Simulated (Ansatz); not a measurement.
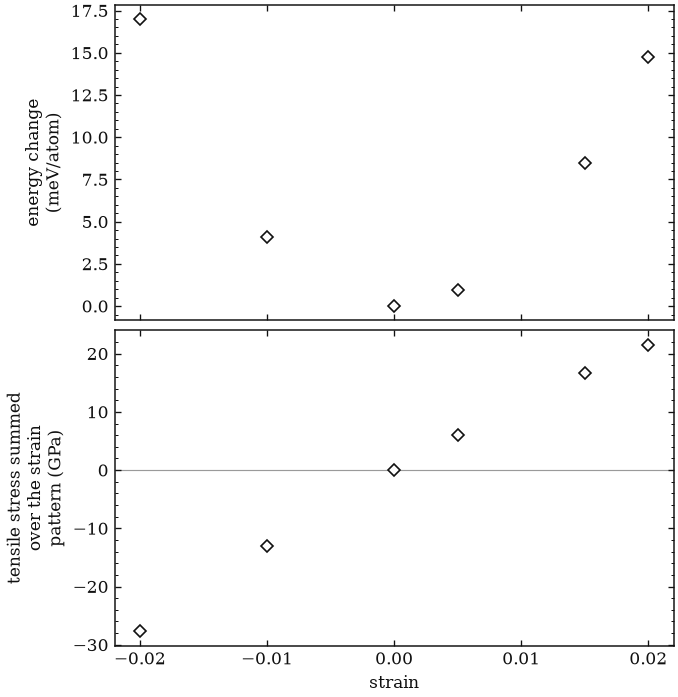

Method: homogeneous strain of a crystal along one Voigt pattern with engineering shear, fractional coordinates fixed, by plane-wave density functional theory with PAW datasets, free energies less that of the undisturbed cell; scalar-relativistic (Ansatz 0.2.0). Level: PBEsol, collinear spin.

```tsv
setting	value
wave cutoff	420 eV
k mesh	30×30×16
occupations	Gaussian
smearing width	0.15 eV
k shift	(0, 0, 0) (mesh steps)
start	relaxed
strain pattern	(1, 1, 0, 0, 0, 0) (xx yy zz yz xz xy with engineering shear)
```

Starting cell:
```
CELL_PARAMETERS angstrom
2.45642 0.00000 0.00000
-1.22821 2.12732 0.00000
0.00000 0.00000 3.96947
ATOMIC_POSITIONS crystal
Co 0.66667 0.33333 0.25000
Co 0.33333 0.66667 0.75000
```

**Figure.** Energy change and tensile stress summed over the strain pattern against strain for Co, space group P6_3/mmc (No. 194).

The energy rises on both sides of the starting structure, which is therefore a minimum along this path. The energy change is 16.98 meV/atom at strain −0.020 and 14.77 meV/atom at 0.020; the lowest computed point is at strain 0.000 (0.00 meV/atom), and no other minimum shows among the points. The tensile stress summed over the strain pattern rises from −27.7 GPa at strain −0.020 to 21.5 GPa at 0.020, and changes sign near 0.000.

Limits of the calculation: state may not be the lowest.
